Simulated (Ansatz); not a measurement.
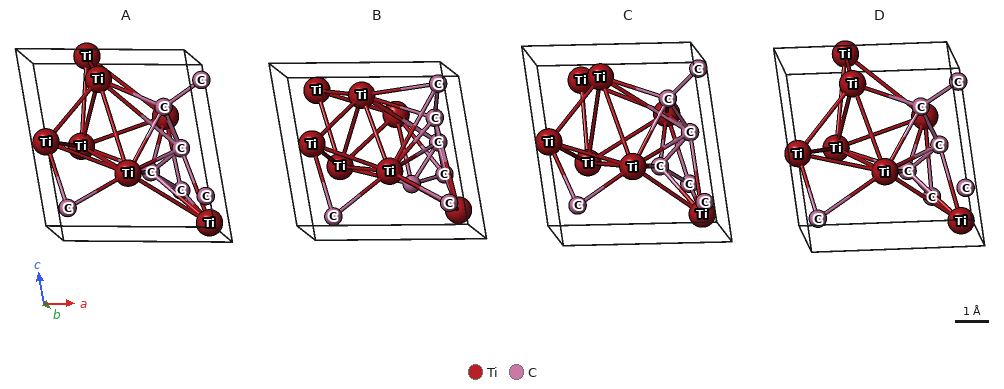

4 geometries from one relaxation of an amorphous cell of composition TiC (coarse preliminary run), in shuffled order. Style: ball-and-stick. Shown: the cell of the calculation, from a free direction.

Case: atoms packed at random at 1.00 times the crystal's volume.

These are results of Ansatz, DFT PBE, scalar-relativistic, plane waves, PAW, not measurements. (plane-wave cutoff 420 eV; k-point mesh 3 × 3 × 3; occupations gaussian; smearing width 0.1 eV; no spin polarisation; cell and atoms relaxed; force threshold 0.04 eV/Å; at most 70 steps)

> Put them in the order of the run, from the start to the converged end.

B, C, A, D. They are steps 0, 5, 9, 21, at +943 meV per atom, +258 meV per atom, +92.8 meV per atom relative to the last. The atom that moves furthest relative to the cell is a Ti atom (1.34 Å along [3 1 3]). By element the largest moves are Ti 1.34 Å, C 0.74 Å. The drawn cell changes as follows: a 5.204 → 5.277 Å (+1.4 %), b 5.469 → 5.341 Å (−2.3 %), c 5.113 → 5.497 Å (+7.5 %), α 84.2° → 91.7°, β 99.6° → 96.5°, γ 86.9° → 90.6°; the volume changes by +8.1 %. Among the contacts that change: C–Ti 2.923 → 5.241 Å, C–Ti 3.980 → 2.215 Å, C–Ti 2.401 → 4.151 Å, Ti–Ti 2.624 → 4.283 Å. New bonds form: C–Ti (3.18 → 2.18 Å), C–Ti (3.98 → 2.21 Å), Ti–Ti (3.55 → 2.77 Å), Ti–Ti (3.76 → 3.03 Å). Bonds break: C–C (1.52 → 2.50 Å), C–C (1.52 → 2.68 Å), C–Ti (2.33 → 3.17 Å), C–Ti (2.35 → 3.09 Å). Among the angles between lasting bonds that change: C–C–C 165.0° → 109.4°, Ti–C–C 92.6° → 146.8°, Ti–C–C 142.6° → 92.0°. Over 17 accepted moves (21 points after the start) the energy falls by 943 meV per atom. The largest force component goes from 3.6 to 0.037 eV/Å. The pressure goes from 15.99 to −0.02 GPa. The line search rejected the trial steps at points 13, 17 of the run. The SCF was repeated twice at an unchanged geometry on a basis and grid sized afresh for the cell, which shifted the energy by 5.6 meV per atom at most. The run took 110 s on 2 threads of Intel(R) Xeon(R) 6975P-C (Granite Rapids), with other jobs on the host, peak memory 0.52 GiB.

Limits of the set-up: the k-point mesh is coarse for a cell with partly filled bands; the periodic images lie only 5.1 Å apart, so the values are limited by the cell's size.
